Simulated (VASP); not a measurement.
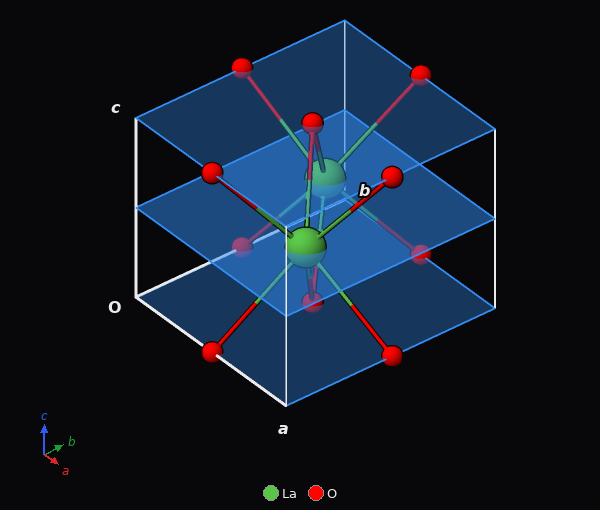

For La2O3, a cell listed in the Materials Project, as set up for an electronic-structure calculation: every member of one family of equally spaced planes, hx + ky + lz = a whole number, that cuts the unit cell is shaded (one member passes through the origin O). Geometry calculated from the standardised cell; symmetry tolerance 0.002 Å.

a = 6.267 Å, b = 6.267 Å, c = 3.300 Å, α = 90.00°, β = 90.00°, γ = 120.00°.

Which (hkl) family is drawn?

Answer. (0 0 2), in four indices (0 0 0 2); the opposite sign names the same planes. The member next to the origin meets the axes a never, b never, c at 1/2.

What is the spacing?

Answer. d = 1.650 Å.

Which atoms of the cell lie in these planes (within 0.03 Å)?

Answer. all 2 La, all 3 O.
